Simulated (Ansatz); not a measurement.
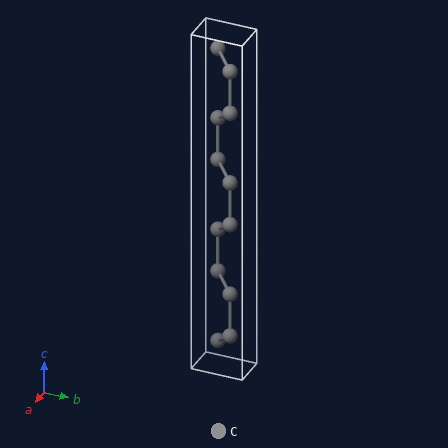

System: C, space group P6_3/mmc (No. 194). The picture shows the cell.

Starting cell:
```
CELL_PARAMETERS angstrom
-2.50319 0.00000 0.00000
-1.25160 -2.16783 0.00000
0.00000 0.00000 12.50665
ATOMIC_POSITIONS crystal
C 0.33333 0.33333 0.93756
C 0.33333 0.33333 0.27089
C 0.33333 0.33333 0.60423
C 0.66667 0.66667 0.10423
C 0.66667 0.66667 0.43756
C 0.66667 0.66667 0.77089
C 0.33333 0.33333 0.06241
C 0.33333 0.33333 0.39574
C 0.33333 0.33333 0.72907
C 0.66667 0.66667 0.22907
C 0.66667 0.66667 0.56241
C 0.66667 0.66667 0.89574
```

Computed with Ansatz 0.2.0: rigid slide of a crystal across a plane by tilting cell vector c, one fault a cell, unrelaxed, by plane-wave density functional theory with PAW datasets, free energies less that of the undisturbed cell; scalar-relativistic. Level: r2SCAN, no spin polarisation.

| setting | value |
| --- | --- |
| wave cutoff | 500 eV |
| k mesh | 10×10×2 |
| occupations | Gaussian |
| smearing width | 0.05 eV |
| k shift | (0, 0, 0) (mesh steps) |
| start | relaxed |
| height of the cut | 0 (fraction of cell vector c) |
| slip vector | (1, 0) (multiples of cell vectors a and b) |

The points at slip 0.6, 0.7, 0.8 and 0.9 follow from computed ones by symmetry.

Predict the fault energy and shear traction against slip. The slip takes the values 0.0, 0.1, 0.2, 0.3, 0.4, 0.5, 0.6, 0.7, 0.8, 0.9.

The highest fault energy among the points, the barrier to rigid slip along this vector, is 13100 mJ/m² at slip 0.5; no local minimum, hence no metastable fault, shows among the points. The shear traction goes from 0 GPa at slip 0.0 to −58 GPa at 0.9, not monotonically, with a high of 157 GPa at 0.4 and a low of −157 GPa at 0.6. The spacing at cut is 1.56 Å.

```json
{"slip (fraction of the slip vector)": "0.0", "fault energy (mJ/m²)": "0.0", "shear traction (GPa)": "0"}
{"slip (fraction of the slip vector)": "0.1", "fault energy (mJ/m²)": "731.0", "shear traction (GPa)": "58"}
{"slip (fraction of the slip vector)": "0.2", "fault energy (mJ/m²)": "2907.9", "shear traction (GPa)": "115"}
{"slip (fraction of the slip vector)": "0.3", "fault energy (mJ/m²)": "6348.2", "shear traction (GPa)": "156"}
{"slip (fraction of the slip vector)": "0.4", "fault energy (mJ/m²)": "10405.7", "shear traction (GPa)": "157"}
{"slip (fraction of the slip vector)": "0.5", "fault energy (mJ/m²)": "13145.0", "shear traction (GPa)": "0"}
{"slip (fraction of the slip vector)": "0.6", "fault energy (mJ/m²)": "10405.7", "shear traction (GPa)": "-157"}
{"slip (fraction of the slip vector)": "0.7", "fault energy (mJ/m²)": "6348.2", "shear traction (GPa)": "-156"}
{"slip (fraction of the slip vector)": "0.8", "fault energy (mJ/m²)": "2907.9", "shear traction (GPa)": "-115"}
{"slip (fraction of the slip vector)": "0.9", "fault energy (mJ/m²)": "731.0", "shear traction (GPa)": "-58"}
```

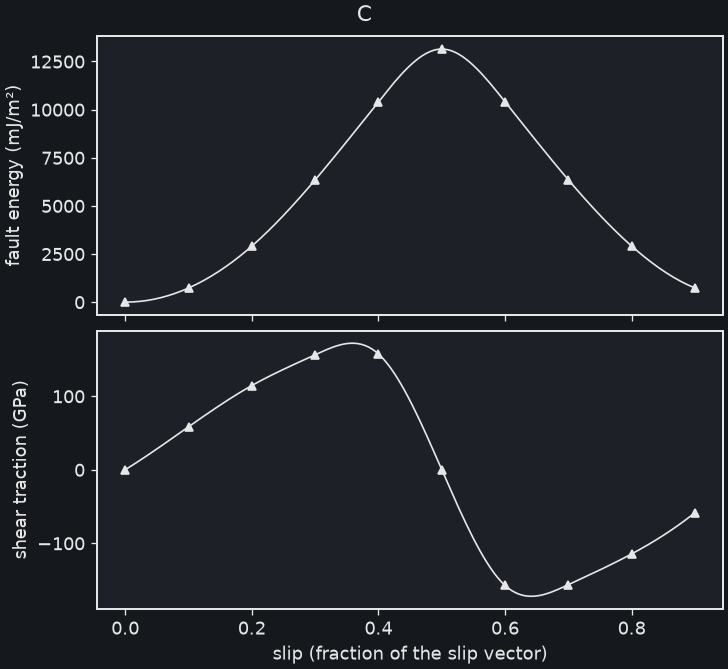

Limits of the calculation: gap closes along the scan on a mesh chosen for the insulator.
